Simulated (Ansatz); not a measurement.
# Second-shell Cr–Cr exchange and ordering temperature of ferromagnetic CrIr3 under isotropic strain (PBEsol)

Calculated are the exchange couplings J between Cr atoms in Cu3Au-type CrIr3, and the ordering temperatures that follow from them, at isotropic strains from −4 % to +4 % against the unstrained cell. Positive J favours parallel moments. The problem is to find how the coupling at 5.39 Å and the ordering temperature respond to the change of length, and to estimate the coupling at −1 %. The answer matters for magnets under pressure and, less directly, for films strained by a substrate: it tells whether squeezing or stretching the lattice strengthens the magnetic order. The level is PBEsol without U, and the comparison is between strains within that level, not with a measured temperature.

## Set-up

One crystal, CrIr3 (Cu3Au-type, Pm-3m), in a magnetic cell of 4 atom(s), 1 counted as magnetic (Cr), from cells of the Materials Project database (relaxed there by DFT); atoms are fixed and move with the cell. Ansatz 0.2.0, plane waves with the earlier PAW datasets of its set soft_1, cutoff 420 eV, collinear spins without spin-orbit coupling, Fermi-Dirac smearing of 0.1 eV. The k mesh is 10×10×10 and the sums for the couplings run over 10×10×10. Functional: PBEsol without U. Every run keeps the ferromagnetic pattern of signs of the first run. The couplings are taken at constrained moments: the directions are held and the rest of the density and field relaxes in linear response. Runs that did not converge or carry a known fault are not listed.

Notes on method and selection:

- J is defined by E = -sum over ordered pairs (each pair twice) of J e_i.e_j with unit vectors e, a classical Heisenberg model without biquadratic or multi-spin terms, so J > 0 favours parallel moments and the moment's size is inside J.
- All temperatures are for classical unit spins; for spin S a quantum mean-field treatment is higher by (S+1)/S. Mean field neglects fluctuations and lies above the Tyablikov (random-phase) and Monte Carlo values.
- Other collinear patterns were tried only in the unstrained cell, and the strained cells were started from the ferromagnetic pattern alone, so the state need not be the true ground state; spin-orbit coupling is left out.
- The mean-field temperature is left blank where it belongs to another wavevector than in the first run.
- Ansatz's own search for a lower self-consistent state was switched off in these runs, so a run may rest in a state that is not the lowest for its pattern of moments.
- Where several measured values exist, one near their median is shown, and none where they scatter widely or belong to another phase or kind of order.
- The shells shown are the strongest of the first run whose pairs agree within a shell.
- Runs that did not converge, have known faults or may not be shown are not listed, and runs on Ansatz's PAW sets soft_1 and soft_2 are kept to separate tables.

Columns:

- strain (%): isotropic strain (all lengths scaled alike), change of length against the unstrained cell.
- moment (μB): largest spin moment inside an atomic sphere.
- pair length (Å): mean length of the pairs that lie 5.39 Å apart in the first cell.
- gap on mesh (eV): band gap on the run's k mesh by the count of bands (negative: bands overlap, a metal).
- Tyablikov T (K): Tyablikov (random-phase) ordering temperature from the same couplings.
- J at 5.39 Å (meV): mean J of the Cr–Cr pairs that lie 5.39 Å apart in the first cell (12 such neighbours an atom).
- J at 3.81 Å (meV): mean J of the Cr–Cr pairs that lie 3.81 Å apart in the first cell (6 such neighbours an atom).
- mean-field T (K): mean-field ordering temperature, 2/(3 kB) times the largest J(q) over wavevectors and sublattice modes.

Input lines of one member:

```
magnetization:
  spin_polarized: true
kpoints:
  mp_grid: { grid: [10, 10, 10] }
  band_path:
    path:
      - [0.0, 0.0, 0.0]
      - [0.0, 0.5, 0.0]
      - [0.5, 0.5, 0.0]
      - [0.0, 0.0, 0.0]
      - [0.5, 0.5, 0.5]
      - [0.0, 0.5, 0.0]
      - [0.5, 0.5, 0.5]
    npoints: 11
hamiltonian:
  xc: pbesol
  pseudopotentials: { kind: paw, azcp: { folder: soft_1 }, xc_functional: pbe }
scf:
  occupations: { method: fermi_dirac, width: 0.1 }
  lower_state_search: "off"
output:
  write_bands: true
  eigenstates:
    nscf_kmesh: { grid: [10, 10, 10] }
    top_band: c66
    exchange_couplings: { magnetic: [{ species: Cr }] }
```

Command (options for logging and memory left out): `ansatz run input.yaml`

## Data

| member | strain (%) | moment (μB) | pair length (Å) | gap on mesh (eV) | Tyablikov T (K) | J at 5.39 Å (meV) | J at 3.81 Å (meV) | mean-field T (K) |
| --- | --- | --- | --- | --- | --- | --- | --- | --- |
| −4 % | −4 | 1.21 | 5.178 | −3.44 | 496 | 4.25 | 5.883 | 626 |
| −2 % | −2 | 1.42 | 5.286 | −3.08 | 585 | 5.03 | 6.309 | 728 |
| −1 % | −1 | 1.53 | ? | −2.92 | ? | ? | ? | ? |
| +0 % | 0 | 1.64 | 5.394 | −2.81 | 640 | 5.63 | 6.533 | 797 |
| +1 % | 1 | 1.75 | 5.448 | −2.69 | 655 | 5.86 | 6.590 | 818 |
| +2 % | 2 | 1.86 | 5.502 | −2.55 | 662 | 6.05 | 6.620 | 830 |
| +4 % | 4 | 2.10 | 5.610 | −2.30 | 645 | 6.33 | 6.602 | 828 |

Cells marked ? are withheld until the estimate has been made.

## Interpretation

The coupling at 5.39 Å rises in every step of expansion shown, but ever more slowly. Its slope is (5.03 − 4.25) / 2 = 0.39 meV per % between −4 % and −2 %, and (6.33 − 6.05) / 2 = 0.14 meV per % between +2 % and +4 %.

Two opposed effects can account for this. Expansion narrows the Cr d bands and lets the moment grow, and the moment's size is contained in J. From −4 % to +4 % the squared moment grows by a factor of (2.10 / 1.21)² = 3.01, whereas J grows only by a factor of 6.33 / 4.25 = 1.49. The coupling per squared moment therefore falls to 1.49 / 3.01 = 0.50 of its value. A weakening of this kind is expected when longer bonds reduce the hopping between Cr and Ir. In this structure an Ir atom sits at the midpoint of each 5.39 Å pair, which gives a straight Cr–Ir–Cr path and makes a strong coupling at that distance plausible.

Of the two shells shown, this one also weighs more in the mean-field temperature. In the unstrained cell its 12 neighbours supply 12 × 5.63 = 67.6 meV, against 6 × 6.533 = 39.2 meV from the shell at 3.81 Å.

Among the strains shown, both temperatures are highest at +2 %. From there to +4 % the mean-field value is almost flat (830 to 828 K), although the sum over the two shells still rises by 12 × (6.33 − 6.05) − 6 × (6.620 − 6.602) = 3.3 meV. Couplings outside these shells must offset that gain. The Tyablikov temperature drops more, from 662 to 645 K, because it gives soft spin waves more weight, and the computed spin-wave stiffness falls under strong expansion.

The absolute temperatures are less secure than their course with strain: a second evaluation of the couplings in the unstrained cell gives clearly lower ones.

## Estimating the withheld member

Plain estimates from the members shown:

- −1 %, straight-line interpolation between −2 % and +0 %: w = (−1 − (−2)) / (0 − (−2)) = 0.500, so 5.03 + 0.500 × (5.63 − 5.03) = 5.33 meV

The straight line between −2 % and 0 % gives 5.33 meV. Since the slope falls steadily with expansion, the curve bends downward and its midpoint lies above this chord. The size of the bend follows from the second differences at a spacing of 2 %:

- at −2 %: 4.25 − 2 × 5.03 + 5.63 = −0.18 meV
- at 0 %: 5.03 − 2 × 5.63 + 6.05 = −0.18 meV

For a smooth curve the midpoint lies above the chord by one eighth of the mean second difference, with its sign reversed: 0.18 / 8 = 0.02 meV. The estimate is 5.33 + 0.02 = 5.35 meV.

The same route can be tried at +1 %. The chord there gives (5.63 + 6.05) / 2 = 5.84 meV, and the second differences at 0 % and +2 %, −0.18 and −0.14 meV, add 0.16 / 8 = 0.02 meV. The result, 5.86 meV, agrees with the table.

A harder trial passes a cubic through the rows at −4, −2, +2 and +4 % to recover the unstrained value: (4 × (5.03 + 6.05) − (4.25 + 6.33)) / 6 = 5.62 meV, against 5.63 meV in the table.

The moment at −1 %, 1.53 μB, equals the mean of its neighbours, (1.42 + 1.64) / 2, so it gives no sign of a jump to another magnetic state and no reason for a further shift. The miss of the harder trial, together with the rounding of the inputs, sets the error at 0.01 meV.

**Committed estimate, −1 %: J at 5.39 Å = 5.35 ± 0.01 meV.**

## How the estimate fared

| member | strain (%) | moment (μB) | pair length (Å) | gap on mesh (eV) | Tyablikov T (K) | J at 5.39 Å (meV) | J at 3.81 Å (meV) | mean-field T (K) |
| --- | --- | --- | --- | --- | --- | --- | --- | --- |
| −1 % | −1 | 1.53 | 5.340 | −2.92 | 617 | 5.36 | 6.441 | 767 |

| member | estimate | J at 5.39 Å (meV) | computed | estimate − computed | miss in error bars |
| --- | --- | --- | --- | --- | --- |
| −1 % | committed | 5.35 | 5.36 | −0.01 | 1.0 |
| −1 % | interpolation | 5.33 | 5.36 | −0.03 |  |

J at 5.39 Å (meV) against strain (%):

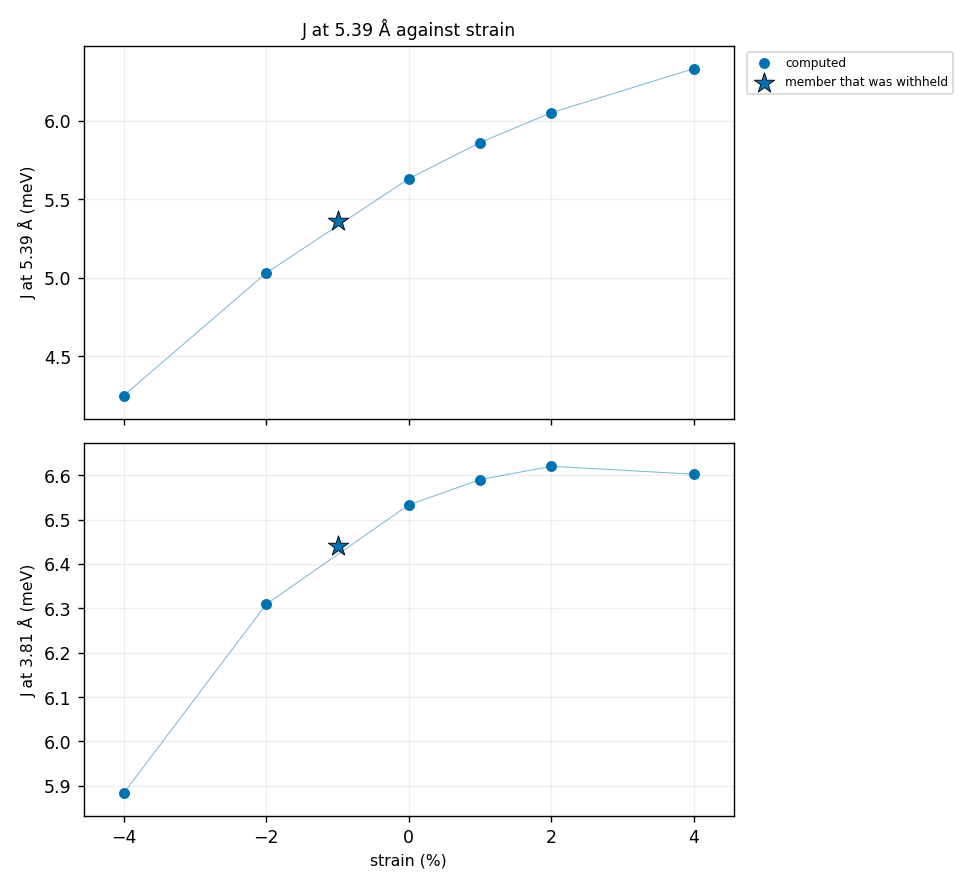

The computed coupling is 5.36 meV. The estimate of 5.35 meV misses it by 0.01 meV, exactly one error bar, while the straight-line interpolation misses by 0.03 meV.

The curvature argument held. The coupling lies above the chord between −2 % and 0 %, as a slope that falls with expansion requires. The correction of 0.02 meV was slightly small, but the remaining difference is at the level of the printed rounding and needs no physical cause.

The result also fits the picture of two opposed effects. The coupling per squared moment is 5.03 / 1.42² = 2.49 meV/μB² at −2 %, 5.36 / 1.53² = 2.29 at −1 % and 5.63 / 1.64² = 2.09 at 0 %, so it falls evenly while the moment grows. This supports a smooth change within one magnetic state. It does not identify weaker Cr–Ir hopping as the cause of the fall, since a successful interpolation would follow from any smooth mechanism.

## Exceptions

No strain stands out from a smooth curve. Against a straight line fitted to all seven rows, −4 % and +4 % lie lowest, each by roughly 0.2 meV, and the rows between lie above it. That pattern is the downward bend of the whole series, not a fault of the two end members.

## What to take away

From −4 % to +4 % the coupling at 5.39 Å grows with length at a falling rate, and a point midway between rows 2 % apart can be estimated to about 0.01 meV if the bend is included.

Near zero strain the Tyablikov temperature changes by (655 − 617) / 2 = 19 K per % of length. One per cent of length is about 3 % of volume, so a volume reduction of 1 % lowers it by about 6 K, or 1 %. This rate does not carry over to large expansion, where the temperature falls again.

Two omissions limit the absolute temperatures. Quantum spins would raise the mean-field temperature by (S+1)/S. With S taken as half the unstrained moment in μB, about 0.8, the factor is (0.8 + 1) / 0.8 = 2.25, which outweighs the whole spread with strain. In the opposite direction, the Cr moment shrinks in the antiferromagnetic patterns tried without strain, so a model with moments of fixed length may overestimate the ordering temperature, by an amount these data do not fix.

[Logs are printed without paths, hosts, clocks, repeated set-up lines and the standing remarks that a program may print on its own settings, such as how far it seeks lower states.]
